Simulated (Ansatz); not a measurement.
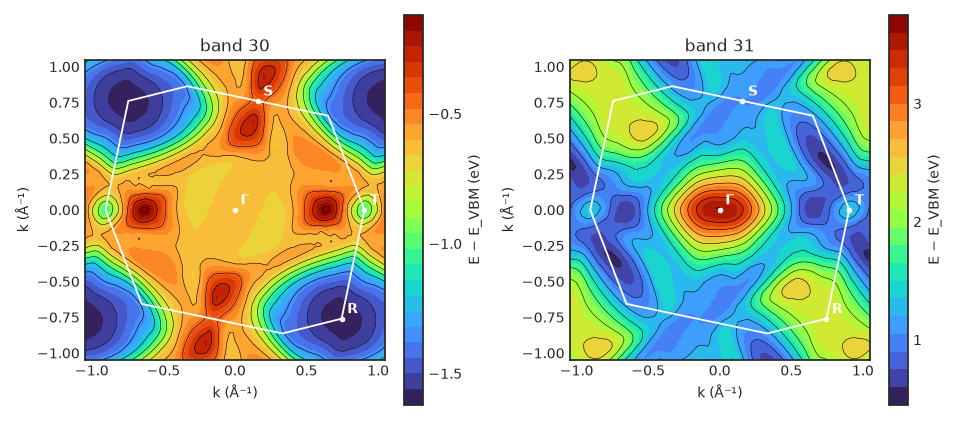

Two bands of SnSe in space group Cmcm over the plane through Γ, T and S: the highest mostly filled and the lowest mostly empty one.

The calculation used DFT PBE, scalar-relativistic, plane waves, PAW; levels and slopes on a dense k mesh at the converged density (Ansatz 0.2.0). No spin polarisation. The levels come from a k mesh of 20×20×18 points. Unrelaxed database geometry.

### Give both levels and their distance at the named points.

```tsv
point	lower band (eV)	upper band (eV)	distance (eV)
Γ	−0.60	3.64	4.24
T	−1.07	1.45	2.52
S	−0.44	1.05	1.49
R	−1.60	2.39	3.99
```

### Where are the band edges of the whole zone?

The valence band has two equivalent maxima on the T–Y line, principal masses 0.038, 0.13 and 0.38 mₑ; the conduction band has one minimum at Y, principal masses 0.064, 0.73 and 1.81 mₑ. The gap is indirect, 0.31 eV at this level of theory (semilocal functionals give gaps that are too small, and can reorder valleys that lie close). It is nearly direct: the smallest vertical gap, on the T–Y line, is only 0.33 eV, so the kind of gap isn't settled at this level. Another valley lies within 0.05 eV of an edge, so the kind of gap can change with the cell or the functional.

Spin-orbit coupling, left out here, can change the gap, its kind, the place of the band edges and the masses, since the compound holds Sn and Se.
